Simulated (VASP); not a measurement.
## Hf$_{2}$Si: geometry relaxation (part 1 of 3)

System: Hf$_{2}$Si (6 atoms in the cell).
Method: Kohn-Sham DFT of a periodic cell, PBEsol, VASP PAW PBE potentials, recommended, no spin polarisation (VASP 6.6.1).

The structure derives from a Materials Project entry.

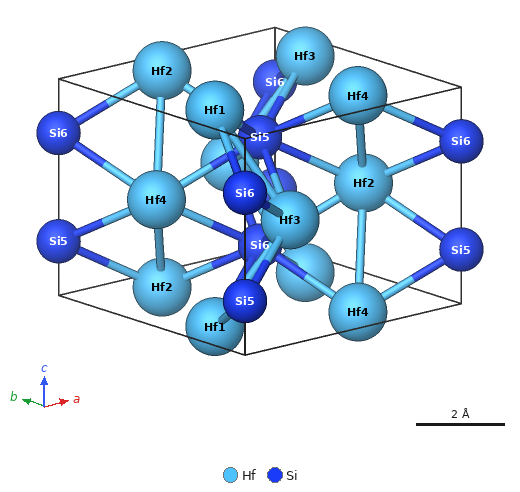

Fig. 1: The structure as given in the input (ball-and-stick view of the cell 2 times as large as that of the calculation, set on its symmetry axes, seen at an oblique angle; atoms are numbered from 1 in the order of the input).

INCAR:
```
SYSTEM = Hf2Si
  PREC = Accurate
  ENCUT = 600
  EDIFF = 1E-7
  ISMEAR = 0
  SIGMA = 0.1
  LREAL = .FALSE.
  LASPH = .TRUE.
  NELM = 80
  ALGO = Normal
  ISIF = 3
  LWAVE = .FALSE.
  LCHARG = .FALSE.
  GGA = PS
  IBRION = 2
  NSW = 90
  EDIFFG = -0.005
```

KPOINTS:
```
regular mesh
0
G
  10 10 10
  0 0 0
```

POSCAR:
```
Hf2Si
1.0
   -3.2753522200      3.2753522200      2.5828233900
    3.2753522200     -3.2753522200      2.5828233900
    3.2753522200      3.2753522200     -2.5828233900
Hf Si
4 2
Direct
    0.3435136200      0.1564863800      0.5000000000
    0.8435136200      0.3435136200      0.1870272400
    0.6564863800      0.8435136200      0.5000000000
    0.1564863800      0.6564863800      0.8129727600
    0.2500000000      0.2500000000      0.0000000000
    0.7500000000      0.7500000000      0.0000000000
```

Run on 1 thread of AMD EPYC (Zen 3), 64 GiB of memory available, shared host.

Launched with:
```bash
cat potpaw_PBE.64/Hf_pv/POTCAR potpaw_PBE.64/Si/POTCAR > POTCAR
mpirun -np 1 vasp_std > vasp.out
```

OSZICAR:
```
N       E                     dE             d eps       ncg     rms          rms(c)
DAV:   1     0.203789887013E+03    0.20379E+03   -0.28034E+04  5712   0.181E+03
DAV:   2    -0.463400526405E+02   -0.25013E+03   -0.24297E+03  6812   0.390E+02
DAV:   3    -0.604414103976E+02   -0.14101E+02   -0.13221E+02  7392   0.545E+01
DAV:   4    -0.608490362284E+02   -0.40763E+00   -0.39600E+00  6852   0.888E+00
DAV:   5    -0.608578581858E+02   -0.88220E-02   -0.87942E-02  6856   0.122E+00    0.971E+01
DAV:   6    -0.587048633732E+02    0.21530E+01   -0.51723E+00  6156   0.963E+00    0.603E+01
DAV:   7    -0.583644197170E+02    0.34044E+00   -0.31420E+00  6252   0.897E+00    0.504E+00
DAV:   8    -0.582899036368E+02    0.74516E-01   -0.37627E-01  6264   0.282E+00    0.202E+00
DAV:   9    -0.582892630206E+02    0.64062E-03   -0.38100E-02  6696   0.993E-01    0.115E+00
DAV:  10    -0.582885666666E+02    0.69635E-03   -0.60811E-03  6676   0.276E-01    0.632E-01
DAV:  11    -0.582885342299E+02    0.32437E-04   -0.69877E-04  6452   0.116E-01    0.116E-01
DAV:  12    -0.582885319776E+02    0.22523E-05   -0.25826E-05  7264   0.240E-02    0.261E-02
DAV:  13    -0.582885310400E+02    0.93759E-06   -0.27106E-06  6484   0.898E-03    0.105E-02
DAV:  14    -0.582885312900E+02   -0.25000E-06   -0.23331E-07  5492   0.216E-03    0.428E-03
DAV:  15    -0.582885312512E+02    0.38813E-07   -0.15404E-08  3976   0.698E-04
   1 F= -.58288531E+02 E0= -.58282688E+02  d E =-.582885E+02
       N       E                     dE             d eps       ncg     rms          rms(c)
DAV:   1    -0.585676841246E+02   -0.27915E+00   -0.83683E+00  5712   0.195E+01    0.113E+01
DAV:   2    -0.583560888336E+02    0.21160E+00   -0.55695E-01  5736   0.453E+00    0.221E+00
DAV:   3    -0.582862320965E+02    0.69857E-01   -0.13560E-01  5888   0.213E+00    0.821E-01
DAV:   4    -0.582714094755E+02    0.14823E-01   -0.28031E-02  6308   0.105E+00    0.852E-01
DAV:   5    -0.582701275832E+02    0.12819E-02   -0.28579E-03  6528   0.298E-01    0.506E-01
DAV:   6    -0.582701087953E+02    0.18788E-04   -0.31281E-04  6600   0.677E-02    0.138E-01
DAV:   7    -0.582701175341E+02   -0.87388E-05   -0.16079E-05  7048   0.193E-02    0.175E-02
DAV:   8    -0.582701178366E+02   -0.30245E-06   -0.10487E-06  6004   0.477E-03    0.111E-02
DAV:   9    -0.582701176577E+02    0.17888E-06   -0.89068E-08  3944   0.157E-03    0.404E-03
DAV:  10    -0.582701176237E+02    0.34019E-07   -0.26087E-08  3628   0.955E-04
   2 F= -.58270118E+02 E0= -.58264299E+02  d E =0.184136E-01
       N       E                     dE             d eps       ncg     rms          rms(c)
DAV:   1    -0.584070792755E+02   -0.13696E+00   -0.29163E+00  5712   0.115E+01    0.697E+00
DAV:   2    -0.583348378342E+02    0.72241E-01   -0.21053E-01  5744   0.275E+00    0.133E+00
DAV:   3    -0.583105566639E+02    0.24281E-01   -0.45884E-02  5924   0.121E+00    0.488E-01
DAV:   4    -0.583050380029E+02    0.55187E-02   -0.10542E-02  6188   0.636E-01    0.443E-01
DAV:   5    -0.583046041755E+02    0.43383E-03   -0.10031E-03  6540   0.174E-01    0.308E-01
DAV:   6    -0.583045761223E+02    0.28053E-04   -0.10478E-04  6656   0.378E-02    0.793E-02
DAV:   7    -0.583045747887E+02    0.13336E-05   -0.58567E-06  6932   0.112E-02    0.130E-02
DAV:   8    -0.583045744331E+02    0.35567E-06   -0.42554E-07  5724   0.299E-03    0.549E-03
DAV:   9    -0.583045745202E+02   -0.87116E-07   -0.39288E-08  3668   0.104E-03
   3 F= -.58304575E+02 E0= -.58298771E+02  d E =-.160433E-01
       N       E                     dE             d eps       ncg     rms          rms(c)
DAV:   1    -0.583045906450E+02   -0.16212E-04   -0.55425E-04  5768   0.158E-01    0.941E-02
DAV:   2    -0.583045771603E+02    0.13485E-04   -0.38633E-05  5876   0.373E-02    0.179E-02
DAV:   3    -0.583045726977E+02    0.44626E-05   -0.87751E-06  6072   0.168E-02    0.665E-03
DAV:   4    -0.583045719066E+02    0.79113E-06   -0.19380E-06  6280   0.863E-03    0.640E-03
DAV:   5    -0.583045720690E+02   -0.16242E-06   -0.16460E-07  3848   0.240E-03    0.384E-03
DAV:   6    -0.583045722248E+02   -0.15573E-06   -0.36621E-08  3236   0.100E-03    0.998E-04
DAV:   7    -0.583045722487E+02   -0.23922E-07   -0.68564E-09  3180   0.481E-04
   4 F= -.58304572E+02 E0= -.58298769E+02  d E =-.160410E-01
       N       E                     dE             d eps       ncg     rms          rms(c)
DAV:   1    -0.583047220407E+02   -0.14982E-03   -0.15892E-02  5728   0.805E-01    0.140E-01
DAV:   2    -0.583046855766E+02    0.36464E-04   -0.51714E-04  6620   0.134E-01    0.437E-02
DAV:   3    -0.583046577048E+02    0.27872E-04   -0.35710E-05  7488   0.343E-02    0.216E-02
DAV:   4    -0.583046511340E+02    0.65708E-05   -0.11392E-05  7512   0.198E-02    0.108E-02
DAV:   5    -0.583046510553E+02    0.78674E-07   -0.85783E-07  6364   0.525E-03
   5 F= -.58304651E+02 E0= -.58298855E+02  d E =-.788066E-04
       N       E                     dE             d eps       ncg     rms          rms(c)
DAV:   1    -0.583046569293E+02   -0.57953E-05   -0.87345E-04  5768   0.189E-01    0.327E-02
DAV:   2    -0.583046548736E+02    0.20557E-05   -0.28424E-05  6628   0.314E-02    0.101E-02
DAV:   3    -0.583046533623E+02    0.15113E-05   -0.19896E-06  7532   0.806E-03    0.504E-03
DAV:   4    -0.583046529924E+02    0.36991E-06   -0.60983E-07  6400   0.463E-03    0.256E-03
DAV:   5    -0.583046529798E+02    0.12660E-07   -0.52930E-08  3496   0.149E-03
   6 F= -.58304653E+02 E0= -.58298858E+02  d E =-.807311E-04
       N       E                     dE             d eps       ncg     rms          rms(c)
DAV:   1    -0.583046531935E+02   -0.20103E-06   -0.23868E-05  5784   0.312E-02    0.557E-03
DAV:   2    -0.583046531401E+02    0.53315E-07   -0.77825E-07  6592   0.518E-03
   7 F= -.58304653E+02 E0= -.58298858E+02  d E =-.808915E-04
       N       E                     dE             d eps       ncg     rms          rms(c)
DAV:   1    -0.583046535054E+02   -0.31190E-06   -0.15203E-04  5748   0.787E-02    0.141E-02
DAV:   2    -0.583046529911E+02    0.51429E-06   -0.50976E-06  6708   0.133E-02    0.466E-03
DAV:   3    -0.583046526650E+02    0.32611E-06   -0.38577E-07  5668   0.362E-03    0.239E-03
DAV:   4    -0.583046525951E+02    0.69836E-07   -0.12302E-07  3476   0.238E-03
   8 F= -.58304653E+02 E0= -.58298857E+02  d E =-.803464E-04
       N       E                     dE             d eps       ncg     rms          rms(c)
DAV:   1    -0.583046533524E+02   -0.68743E-06   -0.66006E-05  5760   0.519E-02    0.954E-03
DAV:   2    -0.583046531972E+02    0.15517E-06   -0.21606E-06  6564   0.865E-03    0.302E-03
DAV:   3    -0.583046530754E+02    0.12183E-06   -0.12399E-07  3776   0.230E-03    0.141E-03
DAV:   4    -0.583046530490E+02    0.26399E-07   -0.96081E-08  3356   0.173E-03
   9 F= -.58304653E+02 E0= -.58298858E+02  d E =-.808003E-04
       N       E                     dE             d eps       ncg     rms          rms(c)
DAV:   1    -0.583047117402E+02   -0.58665E-04   -0.24907E-03  5720   0.333E-01    0.166E-01
DAV:   2    -0.583046728451E+02    0.38895E-04   -0.14652E-04  5808   0.728E-02    0.327E-02
DAV:   3    -0.583046579748E+02    0.14870E-04   -0.25905E-05  6372   0.290E-02    0.145E-02
DAV:   4    -0.583046539301E+02    0.40447E-05   -0.67130E-06  5960   0.162E-02    0.115E-02
DAV:   5    -0.583046532215E+02    0.70859E-06   -0.68028E-07  5992   0.454E-03    0.785E-03
DAV:   6    -0.583046529420E+02    0.27948E-06   -0.60678E-08  3280   0.146E-03    0.194E-03
DAV:   7    -0.583046528958E+02    0.46249E-07   -0.15651E-08  3068   0.714E-04
  10 F= -.58304653E+02 E0= -.58298853E+02  d E =0.153228E-06
       N       E                     dE             d eps       ncg     rms          rms(c)
DAV:   1    -0.583046725875E+02   -0.19646E-04   -0.66098E-04  5720   0.171E-01    0.851E-02
DAV:   2    -0.583046626585E+02    0.99290E-05   -0.38821E-05  5772   0.375E-02    0.169E-02
DAV:   3    -0.583046588433E+02    0.38152E-05   -0.68442E-06  6364   0.149E-02    0.743E-03
DAV:   4    -0.583046580378E+02    0.80552E-06   -0.17888E-06  5916   0.838E-03    0.585E-03
DAV:   5    -0.583046581905E+02   -0.15275E-06   -0.15944E-07  3940   0.235E-03    0.367E-03
DAV:   6    -0.583046583304E+02   -0.13986E-06   -0.34536E-08  3064   0.103E-03    0.115E-03
DAV:   7    -0.583046583496E+02   -0.19184E-07   -0.74209E-09  2952   0.481E-04
  11 F= -.58304658E+02 E0= -.58298861E+02  d E =-.530058E-05
```

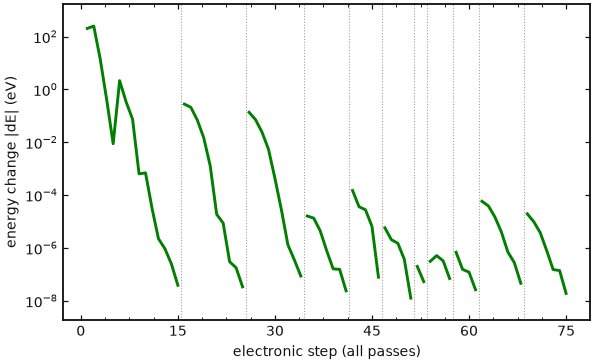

Fig. 2: Convergence of the self-consistent field: energy change |dE| against the electronic step. Each stretch between dotted lines is the SCF of one geometry step of a relaxation. The 11 ionic steps take 2 to 15 electronic steps each. The density is held fixed in the first few steps, and dE rises again when its update begins.

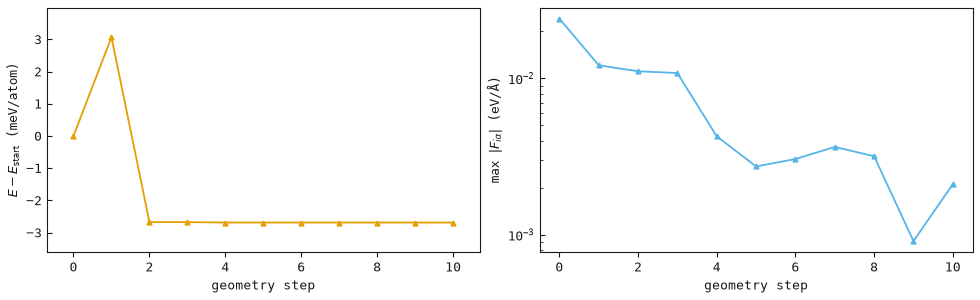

Fig. 3: Progress of the relaxation, step by step (steps are counted from 0).

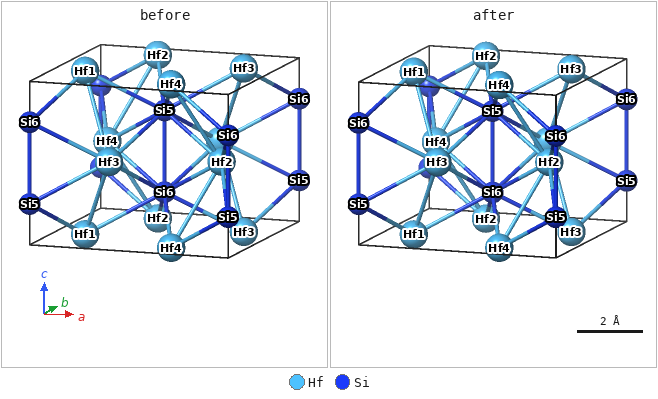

Fig. 4: Before (left) and after (right) the relaxation, at one scale (ball-and-stick view of the cell 2 times as large as that of the calculation, set on its symmetry axes, seen slightly off an axis). After 10 geometry steps the energy has fallen by 2.7 meV per atom. Largest force component: 0.024 eV/Å at the start, 0.0021 eV/Å at the end. No atom moves by more than 0.005 Å relative to the cell. The volume changes by −1.8 %, with a = b 6.551 → 6.509 Å (−0.6 %), c 5.166 → 5.141 Å (−0.5 %). Among the contacts that change: Hf1–Hf3 3.110 → 3.092 Å, Hf1–Si5 2.790 → 2.772 Å, Si5–Si6 2.583 → 2.570 Å. The space group stays I4/mcm (No. 140). (Atoms are counted from 1 in the order of the input.)

Parts of OUTCAR:
```
SYSTEM = Hf2Si
   PREC = Accurate
   ENCUT = 600
   EDIFF = 1E-7
   ISMEAR = 0
   LREAL = .FALSE.
   LASPH = .TRUE.
   NELM = 80
   ISIF = 3
   GGA = PS
   IBRION = 2
   NSW = 90
   EDIFFG = -0.005

 ion  position               nearest neighbor table
   1  0.344  0.156  0.500-   6 2.79   5 2.79   5 2.79   6 2.79   3 2.90   3 3.11   3 3.11   4 3.30
                             2 3.30   4 3.30   2 3.30   4 3.50   2 3.50   2 3.50   4 3.50
   2  0.844  0.344  0.187-   5 2.79   6 2.79   6 2.79   5 2.79   4 2.90   4 3.11   4 3.11   1 3.30
                             3 3.30   3 3.30   1 3.30   1 3.50   3 3.50   1 3.50   3 3.50
   3  0.656  0.844  0.500-   5 2.79   6 2.79   6 2.79   5 2.79   1 2.90   1 3.11   1 3.11   4 3.30
                             2 3.30   4 3.30   2 3.30   4 3.50   2 3.50   4 3.50   2 3.50
   4  0.156  0.656  0.813-   5 2.79   6 2.79   6 2.79   5 2.79   2 2.90   2 3.11   2 3.11   1 3.30
                             3 3.30   3 3.30   1 3.30   1 3.50   3 3.50   1 3.50   3 3.50
   5  0.250  0.250  0.000-   6 2.58   6 2.58   2 2.79   4 2.79   4 2.79   2 2.79   1 2.79   1 2.79
                             3 2.79   3 2.79
   6  0.750  0.750  0.000-   5 2.58   5 2.58   2 2.79   4 2.79   4 2.79   2 2.79   3 2.79   1 2.79
                             1 2.79   3 2.79

  LATTYP: Found a body centered tetragonal cell.
 ALAT       =     6.5507044400
 C/A-ratio  =     0.7885635549

  Lattice vectors:

 A1 = (  -3.2753522200,   3.2753522200,   2.5828233900)
 A2 = (   3.2753522200,  -3.2753522200,   2.5828233900)
 A3 = (   3.2753522200,   3.2753522200,  -2.5828233900)

Analysis of symmetry for initial positions (statically):
=====================================================================
 Subroutine PRICEL returns:
 Original cell was already a primitive cell.

 Routine SETGRP: Setting up the symmetry group for a
 body centered tetragonal supercell.

 Subroutine GETGRP returns: Found 16 space group operations
 (whereof  8 operations were pure point group operations)
 out of a pool of 16 trial point group operations.

The static configuration has the point symmetry C_4h.
 The point group associated with its full space group is D_4h.

Analysis of symmetry for dynamics (positions and initial velocities):
=====================================================================
 Subroutine PRICEL returns:
 Original cell was already a primitive cell.

 Routine SETGRP: Setting up the symmetry group for a
 body centered tetragonal supercell.

 Subroutine GETGRP returns: Found 16 space group operations
 (whereof  8 operations were pure point group operations)
 out of a pool of 16 trial point group operations.

The dynamic configuration has the point symmetry C_4h.
 The point group associated with its full space group is D_4h.

 Subroutine INISYM returns: Found 16 space group operations
 (whereof  8 operations are pure point group operations),
 and found     1 'primitive' translations

----------------------------------------------------------------------------------------

                                     Primitive cell

  volume of cell :     110.8334

  direct lattice vectors                    reciprocal lattice vectors
    -3.275352220  3.275352220  2.582823390     0.000000000  0.152655338  0.193586601
     3.275352220 -3.275352220  2.582823390     0.152655338  0.000000000  0.193586601
     3.275352220  3.275352220 -2.582823390     0.152655338  0.152655338  0.000000000

  length of vectors
     5.303474427  5.303474427  5.303474427     0.246534833  0.246534833  0.215887249

  position of ions in fractional coordinates (direct lattice)
     0.343513620  0.156486380  0.500000000
     0.843513620  0.343513620  0.187027240
     0.656486380  0.843513620  0.500000000
     0.156486380  0.656486380  0.812972760
     0.250000000  0.250000000  0.000000000
     0.750000000  0.750000000  0.000000000

  ion indices of the primitive-cell ions
   primitive index   ion index
                 1           1
                 2           2
                 3           3
                 4           4
                 5           5
                 6           6

----------------------------------------------------------------------------------------

 KPOINTS: regular mesh

Automatic generation of k-mesh.
 Grid dimensions read from file:
 generate k-points for:   10   10   10

 Generating k-lattice:

  Cartesian coordinates                     Fractional coordinates (reciprocal lattice)
     0.000000000  0.015265534  0.019358660     0.100000000  0.000000000 -0.000000000
     0.015265534  0.000000000  0.019358660     0.000000000  0.100000000 -0.000000000
     0.015265534  0.015265534  0.000000000     0.000000000  0.000000000  0.100000000

  Length of vectors
     0.024653483  0.024653483  0.021588725

  Shift w.r.t. Gamma in fractional coordinates (k-lattice)
     0.000000000  0.000000000  0.000000000

 Subroutine IBZKPT returns following result:
 ===========================================

 Found    102 irreducible k-points:
```
